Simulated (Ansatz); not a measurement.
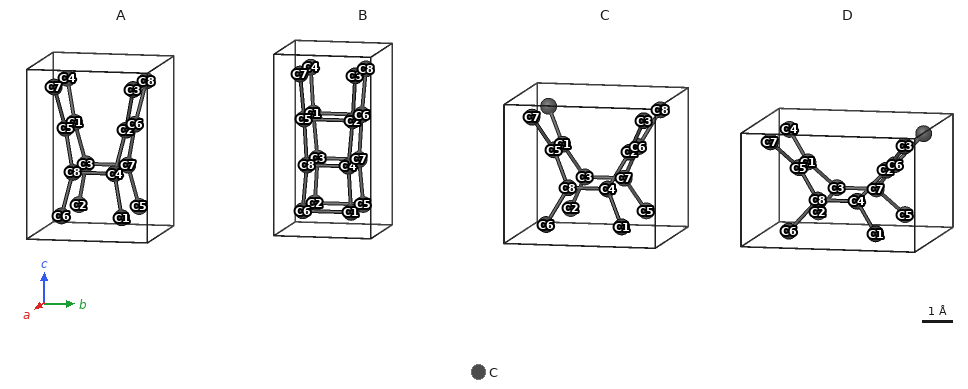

4 geometries from one relaxation of crystalline C (a generated structure, set up in I4_1/amd) (coarse preliminary run), in shuffled order. The picture is a ball-and-stick view of the conventional cell (2 times the calculation's cell), seen slightly off an axis. Lengths and directions refer to the drawn axes.

The calculation used DFT PBE, scalar-relativistic, plane waves, PAW in Ansatz. Settings: plane-wave cutoff 420 eV; k-point mesh 8 × 8 × 8; occupations gaussian; smearing width 0.1 eV; no spin polarisation; cell and atoms relaxed; force threshold 0.04 eV/Å; at most 70 steps.

> Order the frames from highest to lowest energy.

B, A, C, D. They are steps 0, 5, 16, 27, at +2815 meV per atom, +1548 meV per atom, +324 meV per atom relative to the last. The largest moves relative to the cell, 0.60 Å, are those of 8 atoms (C1, C2, C3, C4 and others). C8 goes along +b. Cell: a = b 3.317 → 5.952 Å (+79.5 %), c 6.136 → 3.836 Å (−37.5 %). Volume +101.3 %. Some distances before and after: C1–C5 1.891 → 4.600 Å, C1–C6 1.658 → 2.976 Å, C1–C5 (another image) 1.426 → 1.352 Å, C1–C3 1.543 → 1.496 Å. Bonds break: C1–C6 (1.66 → 2.98 Å), C2–C5 (1.66 → 2.98 Å), C3–C8 (1.66 → 2.98 Å), C4–C7 (1.66 → 2.98 Å). Among the angles between lasting bonds that change: C7–C6–C8 171.3° → 114.3°, C2–C6–C7 94.3° → 122.9°. The space group stays I4_1/amd (No. 141). The energy falls by 2815 meV per atom in 23 accepted moves (27 points after the start). The largest force component goes from 0.62 to 0.018 eV/Å. The pressure goes from 191.97 to −0.10 GPa. At 4 points the geometry stayed and the basis and grid were re-selected for the new cell (energy shift of 396 meV per atom at most each time).
